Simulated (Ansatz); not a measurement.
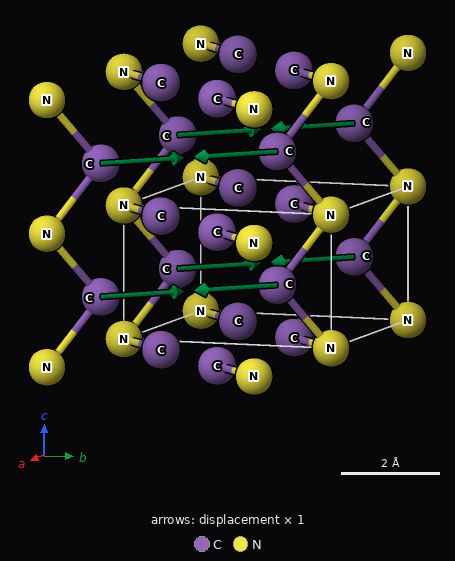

This is a relaxation of a crystal of C$_{4}$N (a generated structure, set up in Cmmm) (coarse preliminary run). The starting structure is drawn; green arrows show the displacements (the part carried along by the change of the cell is left out), at their true length.

A ball-and-stick model of the cell of the calculation, repeated 2 × 1 × 2 with one cell outlined, seen slightly off an axis.

Method: Ansatz 0.2.0, DFT PBE, scalar-relativistic, plane waves, PAW.

Input file:
```yaml
crystal:
  lattice:
    - [3.09131206, -3.24609222, 0.0]
    - [3.09131206, 3.24609222, 0.0]
    - [0.0, 0.0, 2.77590387]
  atoms:
    - { symbol: C, position: [0.81059999, 0.18940001, 0.5] }
    - { symbol: C, position: [0.18940001, 0.81059999, 0.5] }
    - { symbol: C, position: [0.2852, 0.2852, 0.0] }
    - { symbol: C, position: [0.7148, 0.7148, 0.0] }
    - { symbol: "N", position: [0.0, 0.0, 0.0] }
basis:
  ecutwfc: 420
kpoints:
  mp_grid: { grid: [4, 4, 6] }
hamiltonian:
  xc: pbe
scf:
  occupations: { method: gaussian, width: 0.1 }
  lower_state_search: "off"
output:
  forces: true
  stress: true
  eigenvalues: true
relax:
  adjacent_minimum: "off"
  f_tol: 0.04
  max_steps: 70
  cell: { stress_tol: 0.4 }
```

Launched with:
```bash
ansatz run input.yaml --threads 1 --pin off --max-ram 2560MiB --backend cpu --events-out ev --progress --plain --runs-dir out
```

### Atoms of which element are displaced furthest, and by how much?

Carbon: up to 1.95 Å, against 0.00 Å for nitrogen.

### What happened in the run?

The largest moves relative to the cell, 1.95 Å, are those of C1 and C2. C2 goes along [1 −1 0]. N stays in place. Cell: a = b 4.483 → 4.888 Å (+9.0 %), c 2.776 → 2.561 Å (−7.7 %), γ 92.8° → 121.6°. Volume −6.5 %. Near-neighbour distances that change, for instance: C1–C2 4.033 → 1.394 Å, C1–N5 1.854 → 3.792 Å, C1–C3 2.785 → 1.846 Å, C3–N5 1.763 → 1.252 Å. New bonds form: C1–C2 (4.03 → 1.39 Å). The space group stays Cmmm (No. 65). The energy falls by 2146 meV per atom in 23 accepted moves (28 points after the start). Largest force component: 1.6 eV/Å at the start, 0.024 eV/Å at the end. The pressure goes from −20.98 to 0.10 GPa. The line search rejected the trial step at point 9 of the run. The SCF was repeated 4 times at an unchanged geometry on a basis and grid sized afresh for the cell, which shifted the energy by 7.9 meV per atom at most. The run took 33 s on 1 thread of Intel(R) Xeon(R) Platinum 8488C (Sapphire Rapids), on a shared host, peak memory 0.39 GiB.

Limits of the set-up: the k-point mesh is coarse for a cell with partly filled bands.
